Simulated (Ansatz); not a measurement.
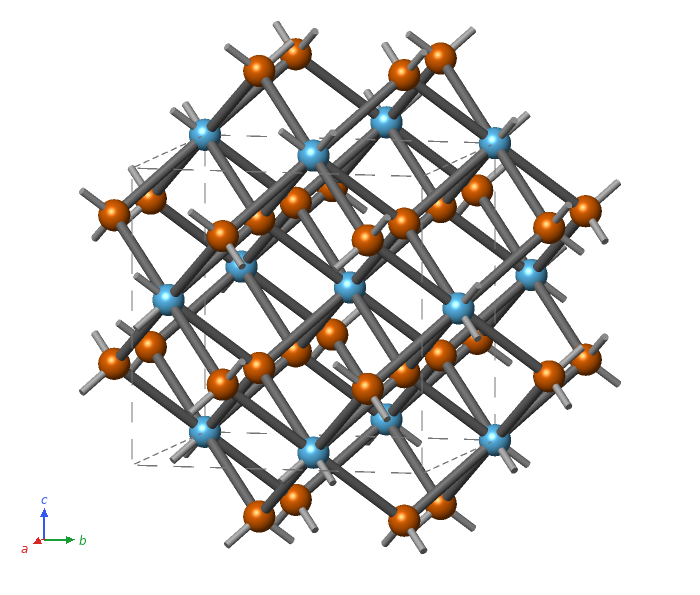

A cut-out of a periodic net derived from a crystal structure. Nodes are coloured by topological kind. Edges to nodes outside the piece are drawn as stubs.

Question: What net is this?

Answer: A binodal (4,8)-connected, three-periodic net. It is the flu net, known from fluorite.

Question: Give point symbol and coordination sequence of each kind of node.

Answer: 4-connected node: 4⁶, sequence 4, 22, 24, 82, 64; 8-connected node: 4¹²·6¹²·8⁴, sequence 8, 12, 48, 42, 128.

Origin of the net. System HfO₂ (space group Fm-3m, No. 225); source of the atomic positions: the end point of a relaxation with DFT PBE, scalar-relativistic, plane waves, PAW (Ansatz 0.2.0). Bonds are taken as Hf–O below 2.5 Å. The graph is simplified in the usual way: terminal and isolated atoms are pruned, two-connected atoms become edges. O is a 4-connected node; Hf is an 8-connected node, in the ratio 2:1.
